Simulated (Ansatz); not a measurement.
## Pt: geometry relaxation (part 1 of 2)

Pt (P6₃/mmc, 2 atoms in the cell), computed with DFT LDA, scalar-relativistic, plane waves, PAW, no spin polarisation (Ansatz 0.2.0).

The structure derives from a Materials Project entry. It belongs to a series of runs on one base structure; here: cell and atoms relaxed tightly for response. Figures and captions count atoms from 1; the log counts them from 0 in places.

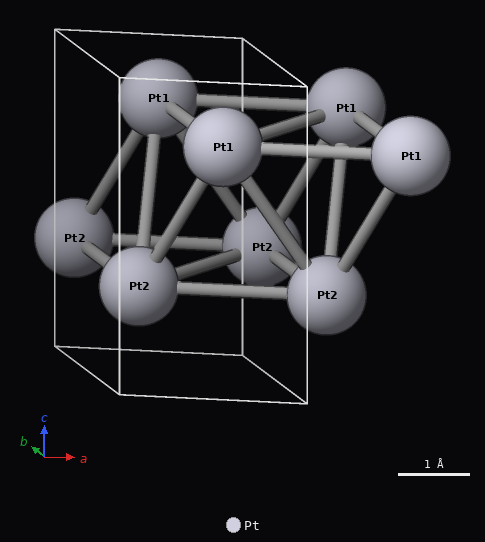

Figure 1. The input geometry (ball-and-stick view of the cell of the calculation, repeated 2 × 2 × 1, seen slightly off an axis; atoms are numbered from 1 in the order of the input). Near neighbours in the crystal (not all of them lie inside the picture): Pt has 12 Pt at 2.71 to 2.81 Å.

### Summary

```tsv
quantity	value
outcome	converged
space group (tolerance 0.01 Å)	P6₃/mmc (194)
electrons treated	36
free energy	−24489.9686 eV
Fermi energy	23.445 eV
gap on the k-point mesh	none (metallic)
pressure	0.00 GPa
final volume	29.77 Å³
largest force (length of the vector) at the end	under 0.001 eV/Å
final cell	a = 2.721 Å, b = 2.721 Å, c = 4.644 Å, α = 90.00°, β = 90.00°, γ = 120.00°
hardware	1 thread of AMD EPYC (Zen 3), 32 GiB of memory available, shared host
wall time	43 s
peak memory	0.45 GiB
```

### Remarks

Results for this metal are sensitive to the k-point mesh. Spin–orbit coupling is left out, which matters for Pt.

### Input
```yaml
crystal:
  lattice:
    - [2.7079582012, 0.0, 0.0]
    - [-1.3539791006, 2.3451605946, 0.0]
    - [0.0, 0.0, 4.6781625606]
  atoms:
    - { symbol: Pt, position: [0.6666666667, 0.3333333333, 0.75] }
    - { symbol: Pt, position: [0.3333333333, 0.6666666667, 0.25] }
basis:
  ecutwfc: 420
kpoints:
  mp_grid: { grid: [18, 18, 10] }
hamiltonian:
  xc: lda
scf:
  occupations: { method: fermi_dirac, width: 0.15 }
output:
  forces: true
  stress: true
  eigenvalues: true
relax:
  adjacent_minimum: "off"
  f_tol: 0.001
  max_steps: 60
  cell: { stress_tol: 0.01 }
```

Run as:
```bash
ansatz run input.yaml --threads 1 --pin off --max-ram 3072MiB --backend cpu --events-out ev --progress --plain --runs-dir out
```

### Output
```
Engine: ansatz 0.2.0, x86_64-unknown-linux-gnu
Pseudopotentials: kind: paw
Pseudopotential: Pt, paw, valence charge 18, recommended cutoff 420 eV (normal), Pt.paw.azcp
Functional definition: SPW92
  exchange = slater_x
  correlation = pw_c
Crystal: 2 atoms, lattice volume = 29.709 Å³
Basis set: ecut = 420 eV, 597 PW (Γ)
Bands: 22, of which v1, the nominal top of the filled ones, is band 18 counted from 1 (17 counted from 0)
Symmetry: 24 space group operations
Space group: P63/mmc (ITA 194), of the structure as read, at distance tolerance 3.1e-5 Å
k-points: 222 of 3240
Non-local potential: Pt, projectors of the file, l = 0: 3, l = 1: 2, l = 2: 2, l = 3: 1
PAW form: soft (Blöchl's): semilocal exchange-correlation on the pseudo side does not see the compensation charge
PAW frozen core: Pt, regenerated for the run's functional, and the local potential with it (the file was generated under x = pbe(κ = 0.804, μ = 0.2195149727645171), c = pbe(β = 0.06672455060314922))
PAW one-centre angular grid: Pt, 590 points (default); XC on 64 Gauss nodes
Initial density: superposition of atomic densities (neutral atoms: chi_scale 0, normalization atom), corrected by the library's trained network
Initial wavefunctions: pseudopotential atomic-orbital guess
Functional: x = slater, c = lda
SCF iter   1: F=—  HF=-24489.966805 eV  |F-HF|=—  |Δ(HF+E_count)|=         —  Δρ=7.76e-3  dr2=8.27e-3  ethr=1.77e-3  ⟨swp⟩=5.0  Hψ=18930  notcnv=0
preconditioner: auto → Kerker (q_TF=auto, 2.817 Å⁻¹)  [metal: Δε(μ)=0.006 eV  Ē_g=9.660 eV  σ=0.150 eV  W_gap=0.01  n_scr=10 (ndim 8)  ℏωp=30.5 eV  f_vac=0.000  D(μ)=3.07/eV (n_scr^D=36)]
SCF iter   2: F=—  HF=-24489.966876 eV  |F-HF|=—  |Δ(HF+E_count)|=   7.10e-5  Δρ=4.12e-3  dr2=2.17e-3  ethr=2.30e-5  ⟨swp⟩=2.1  Hψ=8159  notcnv=0
SCF iter   3: F=—  HF=-24489.966444 eV  |F-HF|=—  |Δ(HF+E_count)|=   4.33e-4  Δρ=3.88e-4  dr2=2.13e-5  ethr=6.04e-6  ⟨swp⟩=2.0  Hψ=6756  notcnv=0
SCF iter   4: F=—  HF=-24489.966446 eV  |F-HF|=—  |Δ(HF+E_count)|=   2.57e-6  Δρ=8.26e-5  dr2=1.43e-6  ethr=5.92e-8  ⟨swp⟩=2.5  Hψ=8419  notcnv=0
iter 5 did not close the SCF: its close was put off for the readings that it lacked (scf_convergence_deferred on its scf_iter line)
SCF iter   5: F=-24489.966446 eV  HF=-24489.966446 eV  |F-HF|=2.73e-8  |Δ(HF+E_count)|=   1.21e-7  Δρ=1.76e-5  dr2=5.95e-8  ethr=3.97e-9  ⟨swp⟩=1.1  Hψ=5332  notcnv=0
SCF iter   6: F=-24489.966446 eV  HF=-24489.966446 eV  |F-HF|=6.00e-10  |Δ(HF+E_count)|=   1.79e-8  Δρ=4.22e-6  dr2=3.09e-9  ethr=1.65e-10  ⟨swp⟩=2.1  Hψ=17214  notcnv=0
SCF 1 converged in 6 iterations: F = -24489.966446 eV  dr2 = 3.09e-9
  greatest PAW one-centre occupation: 1.000 electrons in one spin orbital (limit 2), on the Pt atom at site 1 (counted from 0), in its partial waves of l = 0
relax step   1: F+E_penalty+E_count = -24489.96644620 eV  Δ(F+E_penalty+E_count) = +0.000e0 eV  max|allowed force component| = 5.089e-17 eV/Å  Δτ_max = 0.0000 Å  P = +0.876 GPa  Ω = 29.709 Å³  (6 SCF iters, dr2 threshold 1.00e-7 eV, accepted)
Crystal: 2 atoms, lattice volume = 29.884 Å³
Basis set: ecut = 420 eV, 585 PW (Γ)
Initial density: handed on by an earlier stage of this run
Initial wavefunctions: those handed on with the density
iter 1 solved again at ethr=1.74e-6 eV; its pass at ethr=3.10e-3 eV (dr2=6.25e-4 eV) is discarded
SCF iter   1: F=—  HF=-24489.968394 eV  |F-HF|=—  |Δ(HF+E_count)|=         —  Δρ=2.74e-3  dr2=6.22e-4  ethr=1.74e-6  ⟨swp⟩=2.1  Hψ=27743  notcnv=0
preconditioner: auto → Kerker (q_TF=auto, 2.814 Å⁻¹)  [metal: Δε(μ)=0.003 eV  Ē_g=9.594 eV  σ=0.150 eV  W_gap=0.01  n_scr=10 (ndim 8)  ℏωp=30.4 eV  f_vac=0.000  D(μ)=3.23/eV (n_scr^D=36)]
SCF iter   2: F=—  HF=-24489.968240 eV  |F-HF|=—  |Δ(HF+E_count)|=   1.54e-4  Δρ=1.27e-3  dr2=1.33e-4  ethr=1.73e-6  ⟨swp⟩=1.0  Hψ=4884  notcnv=0
SCF iter   3: F=—  HF=-24489.968200 eV  |F-HF|=—  |Δ(HF+E_count)|=   3.97e-5  Δρ=1.33e-4  dr2=1.69e-6  ethr=3.68e-7  ⟨swp⟩=2.0  Hψ=8436  notcnv=0
iter 4 did not close the SCF: its close was put off for the readings that it lacked (scf_convergence_deferred on its scf_iter line)
SCF iter   4: F=-24489.968200 eV  HF=-24489.968200 eV  |F-HF|=1.79e-8  |Δ(HF+E_count)|=   2.70e-8  Δρ=1.58e-5  dr2=5.28e-8  ethr=4.70e-9  ⟨swp⟩=2.4  Hψ=8478  notcnv=0
iter 5 did not close the SCF: its close was put off for the readings that it lacked (scf_convergence_deferred on its scf_iter line)
SCF iter   5: F=-24489.968200 eV  HF=-24489.968200 eV  |F-HF|=1.87e-9  |Δ(HF+E_count)|=   1.21e-8  Δρ=3.50e-6  dr2=3.92e-9  ethr=1.47e-10  ⟨swp⟩=1.8  Hψ=6246  notcnv=0
SCF iter   6: F=-24489.968200 eV  HF=-24489.968200 eV  |F-HF|=4.00e-11  |Δ(HF+E_count)|=   1.24e-9  Δρ=7.35e-7  dr2=1.11e-10  ethr=1.09e-11  ⟨swp⟩=1.6  Hψ=13119  notcnv=0
SCF 2 converged in 6 iterations: F = -24489.968200 eV  dr2 = 1.11e-10
relax step   2: F+E_penalty+E_count = -24489.96819994 eV  Δ(F+E_penalty+E_count) = -1.754e-3 eV  max|allowed force component| = 3.701e-17 eV/Å  Δτ_max = 0.0000 Å  P = -1.108 GPa  Ω = 29.884 Å³  energy of the carried Pulay correction = -5.809e-5 eV  (6 SCF iters, dr2 threshold 2.00e-7 eV, accepted)
Crystal: 2 atoms, lattice volume = 29.742 Å³
iter 1 solved again at ethr=4.45e-8 eV; its pass at ethr=3.10e-3 eV (dr2=1.60e-5 eV) is discarded
SCF iter   1: F=—  HF=-24489.968593 eV  |F-HF|=—  |Δ(HF+E_count)|=         —  Δρ=3.38e-4  dr2=1.87e-5  ethr=4.45e-8  ⟨swp⟩=3.2  Hψ=26421  notcnv=0
preconditioner: auto → Kerker (q_TF=auto, 2.817 Å⁻¹)  [metal: Δε(μ)=0.006 eV  Ē_g=9.645 eV  σ=0.150 eV  W_gap=0.01  n_scr=10 (ndim 8)  ℏωp=30.5 eV  f_vac=0.000  D(μ)=3.20/eV (n_scr^D=36)]
SCF iter   2: F=—  HF=-24489.968590 eV  |F-HF|=—  |Δ(HF+E_count)|=   2.85e-6  Δρ=2.01e-4  dr2=6.21e-6  ethr=4.45e-8  ⟨swp⟩=1.0  Hψ=4884  notcnv=0
iter 3 did not close the SCF: its close was put off for the readings that it lacked (scf_convergence_deferred on its scf_iter line)
SCF iter   3: F=-24489.968589 eV  HF=-24489.968589 eV  |F-HF|=9.25e-9  |Δ(HF+E_count)|=   1.47e-6  Δρ=1.62e-5  dr2=5.10e-8  ethr=1.73e-8  ⟨swp⟩=2.4  Hψ=6988  notcnv=0
iter 4 did not close the SCF: its close was put off for the readings that it lacked (scf_convergence_deferred on its scf_iter line)
SCF iter   4: F=-24489.968589 eV  HF=-24489.968589 eV  |F-HF|=8.04e-10  |Δ(HF+E_count)|=  1.67e-10  Δρ=6.14e-6  dr2=6.25e-9  ethr=1.42e-10  ⟨swp⟩=2.2  Hψ=8413  notcnv=0
iter 5 did not close the SCF: its close was put off for the readings that it lacked (scf_convergence_deferred on its scf_iter line)
SCF iter   5: F=-24489.968589 eV  HF=-24489.968589 eV  |F-HF|=4.37e-11  |Δ(HF+E_count)|=  4.37e-11  Δρ=1.02e-6  dr2=1.88e-10  ethr=1.74e-11  ⟨swp⟩=2.6  Hψ=7589  notcnv=0
SCF iter   6: F=-24489.968589 eV  HF=-24489.968589 eV  |F-HF|=7.28e-12  |Δ(HF+E_count)|=  2.91e-11  Δρ=2.29e-7  dr2=1.09e-11  ethr=1.00e-12  ⟨swp⟩=1.0  Hψ=11073  notcnv=0
SCF 3 converged in 6 iterations: F = -24489.968589 eV  dr2 = 1.09e-11
relax step   3: F+E_penalty+E_count = -24489.96858869 eV  Δ(F+E_penalty+E_count) = -3.888e-4 eV  max|allowed force component| = 1.295e-16 eV/Å  Δτ_max = 0.0000 Å  P = +0.291 GPa  Ω = 29.742 Å³  energy of the carried Pulay correction = -1.628e-5 eV  (6 SCF iters, dr2 threshold 2.00e-7 eV, accepted)
Crystal: 2 atoms, lattice volume = 29.773 Å³
iter 1 solved again at ethr=4.14e-8 eV; its pass at ethr=3.10e-3 eV (dr2=1.49e-5 eV) is discarded
SCF iter   1: F=—  HF=-24489.968629 eV  |F-HF|=—  |Δ(HF+E_count)|=         —  Δρ=2.48e-4  dr2=5.33e-6  ethr=4.14e-8  ⟨swp⟩=2.8  Hψ=23683  notcnv=0
preconditioner: auto → Kerker (q_TF=auto, 2.816 Å⁻¹)  [metal: Δε(μ)=0.005 eV  Ē_g=9.636 eV  σ=0.150 eV  W_gap=0.01  n_scr=10 (ndim 8)  ℏωp=30.4 eV  f_vac=0.000  D(μ)=3.19/eV (n_scr^D=36)]
SCF iter   2: F=—  HF=-24489.968627 eV  |F-HF|=—  |Δ(HF+E_count)|=   1.29e-6  Δρ=1.18e-4  dr2=1.24e-6  ethr=1.48e-8  ⟨swp⟩=1.0  Hψ=4884  notcnv=0
iter 3 did not close the SCF: its close was put off for the readings that it lacked (scf_convergence_deferred on its scf_iter line)
SCF iter   3: F=-24489.968627 eV  HF=-24489.968627 eV  |F-HF|=6.19e-9  |Δ(HF+E_count)|=   3.80e-7  Δρ=1.36e-5  dr2=2.61e-8  ethr=3.44e-9  ⟨swp⟩=1.9  Hψ=6813  notcnv=0
iter 4 did not close the SCF: its close was put off for the readings that it lacked (scf_convergence_deferred on its scf_iter line)
SCF iter   4: F=-24489.968627 eV  HF=-24489.968627 eV  |F-HF|=2.15e-10  |Δ(HF+E_count)|=   3.58e-9  Δρ=1.81e-6  dr2=5.84e-10  ethr=7.25e-11  ⟨swp⟩=2.5  Hψ=7560  notcnv=0
iter 5 did not close the SCF: its close was put off for the readings that it lacked (scf_convergence_deferred on its scf_iter line)
SCF iter   5: F=-24489.968627 eV  HF=-24489.968627 eV  |F-HF|=1.46e-11  |Δ(HF+E_count)|=  1.13e-10  Δρ=4.52e-7  dr2=4.13e-11  ethr=1.62e-12  ⟨swp⟩=2.4  Hψ=8595  notcnv=0
SCF iter   6: F=-24489.968627 eV  HF=-24489.968627 eV  |F-HF|=0.00e0  |Δ(HF+E_count)|=  7.28e-12  Δρ=8.47e-8  dr2=1.22e-12  ethr=1.00e-12  ⟨swp⟩=1.0  Hψ=10656  notcnv=0
SCF 4 converged in 6 iterations: F = -24489.968627 eV  dr2 = 1.22e-12
relax step   4: F+E_penalty+E_count = -24489.96862690 eV  Δ(F+E_penalty+E_count) = -3.821e-5 eV  max|allowed force component| = 7.864e-17 eV/Å  Δτ_max = 0.0000 Å  P = -0.002 GPa  Ω = 29.773 Å³  energy of the carried Pulay correction = -2.489e-5 eV  (6 SCF iters, dr2 threshold 2.00e-7 eV, accepted)
Initial wavefunctions: pseudopotential atomic-orbital guess (no wavefunctions were taken with the density)
iter 1 solved again at ethr=8.82e-9 eV; its pass at ethr=3.10e-3 eV (dr2=3.17e-6 eV) is discarded
```
